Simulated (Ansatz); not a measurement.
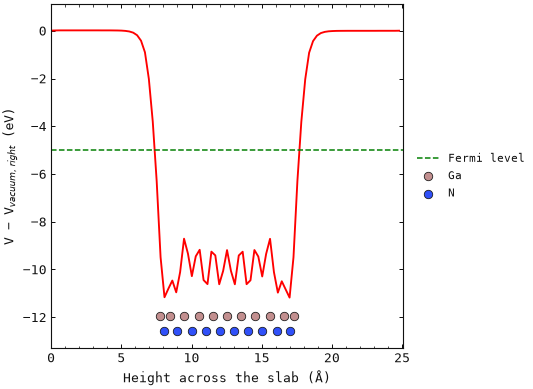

Plane-averaged electrostatic potential energy of an electron across the slab; circles at the bottom mark the heights of the atoms (positions after relaxation).

Input of the run:

```
crystal:
  lattice:
    - [4.4982301441, 0.0, 0.0]
    - [-2.249115072, 5.0291741903, 0.0]
    - [0.0, 0.0, 25.0583483806]
  atoms:
    - { symbol: Ga, position: [0.7, 0.4, 0.2993014498] }
    - { symbol: "N", position: [0.8, 0.1, 0.3193713048] }
    - { symbol: Ga, position: [0.4, 0.8, 0.3394411598] }
    - { symbol: "N", position: [0.5, 0.5, 0.3595110149] }
    - { symbol: Ga, position: [0.1, 0.2, 0.3795808699] }
    - { symbol: "N", position: [0.2, 0.9, 0.3996507249] }
    - { symbol: Ga, position: [0.8, 0.6, 0.4197205799] }
    - { symbol: "N", position: [0.9, 0.3, 0.4397904349] }
    - { symbol: Ga, position: [0.5, 0.0, 0.45986029] }
    - { symbol: "N", position: [0.6, 0.7, 0.479930145] }
    - { symbol: Ga, position: [0.2, 0.4, 0.5] }
    - { symbol: "N", position: [0.3, 0.1, 0.520069855] }
    - { symbol: Ga, position: [0.9, 0.8, 0.54013971] }
    - { symbol: "N", position: [0.0, 0.5, 0.5602095651] }
    - { symbol: Ga, position: [0.6, 0.2, 0.5802794201] }
    - { symbol: "N", position: [0.7, 0.9, 0.6003492751] }
    - { symbol: Ga, position: [0.3, 0.6, 0.6204191301] }
    - { symbol: "N", position: [0.4, 0.3, 0.6404889851] }
    - { symbol: Ga, position: [0.0, 0.0, 0.6605588402] }
    - { symbol: "N", position: [0.1, 0.7, 0.6806286952] }
    - { symbol: Ga, position: [0.7, 0.4, 0.7006985502] }
basis:
  ecutwfc: 420
kpoints:
  mp_grid: { grid: [7, 5, 1] }
hamiltonian:
  xc: pbesol
scf:
  occupations: { method: gaussian, width: 0.05 }
output:
  forces: true
  eigenvalues: true
  write_density: true
  write_potential: true
  elf: true
  volumetric_format: npy
relax:
  adjacent_minimum: "off"
  f_tol: 0.02
  max_steps: 60
efield:
  axis: 3
  dipole_correction: true
  ramp_width: 0.04
```

Launched with:
```bash
ansatz run input.yaml --threads 2 --pin off --max-ram 5120MiB --backend cpu --events-out ev --progress --plain --runs-dir out
```

> What is the work function?

The work function is 4.99 eV, the same on both faces. The two vacuum levels agree, so the slab has no net dipole along its normal.

> How thick are slab and vacuum?

The outermost atoms are 9.5 Å apart, which leaves 15.6 Å of vacuum in a cell 25.1 Å high.

The electron count is odd and the run has no spin polarisation, so a magnetic state may lie lower.
